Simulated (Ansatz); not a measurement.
# Band gap of Y4S3N2 (C2/m) from density functionals to GW, part 3 of 3

What gap does each level of theory give for Y4S3N2 (C2/m), and in what time?

Ansatz 0.2.0; density functionals, hybrids and G0W0, plane waves, PAW. Known limits of the many-body steps: finite bands, screening cutoff and k mesh; no spin-orbit coupling in G0W0.

So far. Step 11 (G0W0@HSE06, 4×4×2 mesh, 1048 empty bands, screening to …): Over 13 of 14 irreducible mesh points the G0W0 gap is 2.704 eV, from k = (-0.500, -0.500, -0.500) to k = (-0.500, -0.500, 0.000). The HSE06 gap of this run on the mesh is 2.335 eV. The two states that bound the G0W0 gap lie that far apart at the start, so the correction of the gap is 2.704 − 2.335 = +0.369 eV.

In doubt: masses and optical values from hybrid runs of this build are listed as unsure (step 11), which bears on the screening that GW takes from such a start.

### Step 13. The ladder

Each gap is the least one over the points named; times are wall times on shared hosts, not benchmarks. A G0W0 time includes the run's own self-consistent start. Runs with listed points see these and the mesh alone, so an edge that moves elsewhere is missed. Rows marked * are further runs, not shown as steps, whose inputs differ from the G0W0 step on the same start in the columns given; solver thresholds can differ too. Symmetry makes (-0.500, -0.500, 0.500) and (-0.500, -0.500, -0.500) one point.

| level | mesh | files, cutoff | bands summed, screening | points | gap (eV) | valence top | conduction bottom | least direct gap (eV) | time |
| --- | --- | --- | --- | --- | --- | --- | --- | --- | --- |
| LDA | 6×6×4 | soft_1 PAW, 420 eV | - | mesh and listed points | 1.340 | (-0.500, -0.500, 0.500) | (-0.500, -0.500, 0.000) | 1.379 | 6.7 s |
| PBEsol | 6×6×4 | soft_1 PAW, 420 eV | - | mesh and listed points | 1.365 | (-0.500, -0.500, 0.500) | (-0.500, -0.500, 0.000) | 1.404 | 11 s |
| PBE | 6×6×4 | soft_1 PAW, 420 eV | - | mesh and path | 1.428 | (-0.500, -0.500, 0.500) | (-0.500, -0.500, 0.000) | 1.468 | 19 s |
| PBE+SOC | 6×6×4 | soft_1 PAW, 420 eV | - | mesh and listed points | 1.428 | (-0.500, -0.500, 0.500) | (-0.500, -0.500, 0.000) | 1.468 | 14 s |
| r2SCAN | 6×6×4 | soft_1 PAW, 500 eV | - | mesh and listed points | 1.731 | (-0.500, -0.500, 0.500) | (-0.500, -0.500, 0.000) | 1.776 | 8.8 s |
| HSE06 | 4×4×2 | soft_1 PAW, 420 eV | - | mesh and listed points | 2.335 | (-0.500, -0.500, 0.500) | (-0.500, -0.500, 0.000) | 2.380 | 42 s |
| PBE0 | 4×4×2 | soft_1 PAW, 420 eV | - | mesh and listed points | 3.039 | (-0.500, -0.500, 0.500) | (-0.500, -0.500, 0.000) | 3.085 | 43 s |
| DDH-PBE0 | 4×4×2 | soft_1 PAW, 420 eV | - | mesh and listed points | 2.411 | (-0.500, -0.500, 0.500) | (-0.500, -0.500, 0.000) | 2.454 | 2 min |
| G0W0@PBE* | 4×4×2 | soft_1 PAW, 420 eV | 208, 54 eV | 12 of 14 irreducible mesh points | 2.051 | (-0.500, -0.500, -0.500) | (-0.500, -0.500, 0.000) | 2.103 | 31 s |
| G0W0@PBE* | 4×4×2 | soft_1 PAW, 420 eV | 523, 108 eV | 12 of 14 irreducible mesh points | 2.201 | (-0.500, -0.500, -0.500) | (-0.500, -0.500, 0.000) | 2.253 | 48 s |
| G0W0@PBE | 4×4×2 | soft_1 PAW, 420 eV | 1084, 180 eV | 12 of 14 irreducible mesh points | 2.314 | (-0.500, -0.500, -0.500) | (-0.500, -0.500, 0.000) | 2.367 | 91 s |
| G0W0@HSE06 | 4×4×2 | soft_1 PAW, 420 eV | 1084, 180 eV | 13 of 14 irreducible mesh points | 2.704 | (-0.500, -0.500, -0.500) | (-0.500, -0.500, 0.000) | 2.759 | 4.7 min |
| G0W0@r2SCAN | 4×4×2 | soft_1 PAW, 500 eV | 1084, 180 eV | 12 of 14 irreducible mesh points | 2.464 | (-0.500, -0.500, -0.500) | (-0.500, -0.500, 0.000) | 2.519 | 2.1 min |

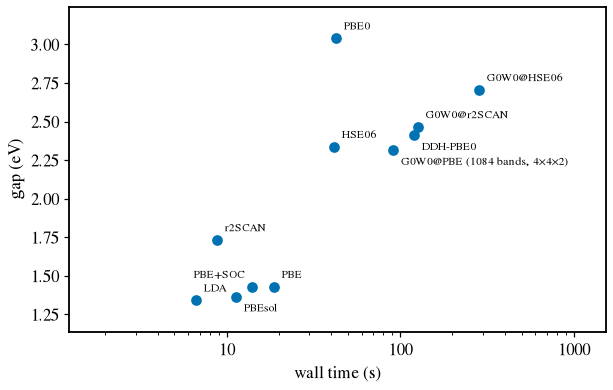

Gap against wall time for the runs shown as steps.

### Step 14. Outcome

| Item | Value |
| --- | --- |
| LDA, over mesh and listed points | 1.340 eV |
| PBEsol, over mesh and listed points | 1.365 eV |
| PBE, over mesh and path | 1.428 eV |
| PBE+SOC, over mesh and listed points | 1.428 eV |
| r2SCAN, over mesh and listed points | 1.731 eV |
| HSE06, over mesh and listed points | 2.335 eV |
| PBE0, over mesh and listed points | 3.039 eV |
| DDH-PBE0, over mesh and listed points | 2.411 eV |
| G0W0@PBE (1084 bands, 4×4×2), over 12 of 14 irreducible mesh points | 2.314 eV |
| G0W0@HSE06, over 13 of 14 irreducible mesh points | 2.704 eV |
| G0W0@r2SCAN, over 12 of 14 irreducible mesh points | 2.464 eV |
| known limits | finite bands, screening cutoff and k mesh; no spin-orbit coupling in G0W0 |

In words: The rows run from 1.340 eV (LDA) to 3.039 eV (PBE0). They differ in mesh, plane-wave cutoff, bands and screening cutoff of G0W0 and the points over which the gap was sought as well as in level, so only pairs that share these are like for like. PBEsol against LDA: 1.365 − 1.340 = +0.025 eV, with the same mesh, files and cutoff, and both edges at the same k points. PBE against PBEsol: 1.428 − 1.365 = +0.063 eV, with the same mesh, files and cutoff, and both edges at the same k points. PBE+SOC against PBE: 1.428 − 1.428 = +0.000 eV, with the same mesh, set of files (read in its fully relativistic form for the spin-orbit run) and cutoff, and both edges at the same k points. The spin-orbit run sees mesh and listed points alone, so its gap is an upper bound: the coupling can move an edge off these points, and the change over the zone, its sign included where it is small, is not known. PBE0 against HSE06: 3.039 − 2.335 = +0.704 eV, with the same mesh, files and cutoff, and both edges at the same k points. DDH-PBE0 against PBE0: 2.411 − 3.039 = −0.628 eV, with the same mesh, files and cutoff, and both edges at the same k points. G0W0@HSE06 against G0W0@PBE with 1084 bands: 2.704 − 2.314 = +0.390 eV, with the same mesh, files and cutoffs, and both edges at the same k points. The dielectric-dependent hybrid took 0.155 of exact exchange, against 0.25 in PBE0. G0W0@PBE (1084 bands, 4×4×2) moves the gap of its own start on the mesh by 2.314 − 1.429 = +0.885 eV, between the same two levels. Both edges that PBE shows over mesh and path lie at k points where levels were corrected. Levels at other points were not corrected, so a lower G0W0 gap elsewhere in the zone is not ruled out. G0W0@HSE06 moves the gap of its own start on the mesh by 2.704 − 2.335 = +0.369 eV, between the same two levels. Both edges that HSE06 shows over mesh and listed points lie at k points where levels were corrected. Levels at other points were not corrected, so a lower G0W0 gap elsewhere in the zone is not ruled out. G0W0@r2SCAN moves the gap of its own start on the mesh by 2.464 − 1.732 = +0.732 eV, between the same two levels. Both edges that r2SCAN shows over mesh and listed points lie at k points where levels were corrected. Levels at other points were not corrected, so a lower G0W0 gap elsewhere in the zone is not ruled out. What spin-orbit coupling does to the G0W0 levels was not computed, so no sum with the G0W0 gap is formed. For G0W0@PBE: from 208 bands and 54 eV to 1084 bands and 180 eV the gap moves by 2.314 − 2.051 = +0.263 eV (rung by rung 2.051, 2.201, 2.314 eV); bands and screening cutoff rise together, so their parts are not told apart. A line in one over the bands through the two highest rungs gives 2.314 + (2.314 − 2.201) × 523 / (1084 − 523) = 2.419 eV, and through the pair below 2.201 + (2.201 − 2.051) × 208 / (523 − 208) = 2.300 eV. The two differ by 0.119 eV, not under the 0.030 eV asked, so the law does not hold well over these rungs and the limit is not known. The other G0W0 rows are shown at one basis each (1084 bands), so their distance from the limit is not known here. The G0W0 runs are scalar-relativistic. No pair of G0W0 runs that differ in the mesh alone is shown (4×4×2 is a supercell whose nearest images lie 15 Å apart), so the error from the mesh is not known here. G0W0@PBE runs of this series with other atomic data on the same mesh, not shown as steps, give 2.366 eV (hard PAW, 870 eV, 1589 bands, screening to 234 eV); where bands and cutoffs differ too, the part of the files is not isolated.

[Runs of the session that timed out or met a known fault of the program may be left out.]

[Cells called generated may have been cut or substituted from an entry of the Crystallography Open Database or the Materials Project.]

[Hosts, paths, dates, database ids (printed as entryN), source tags and the programs' standing remarks are cut or masked in the printed files.]

[Where an RPA ε∞ is given, it is that of the G0W0 mesh and is not shown converged in it. Names of k-points follow the symmetry that the program found, which can be lower than the space group named. Band edges on a path are those of the sampled points; other points can move an edge, and change direct to indirect where valleys lie close.]

[Hybrid gaps are those of their k-mesh and are not shown converged in it.]
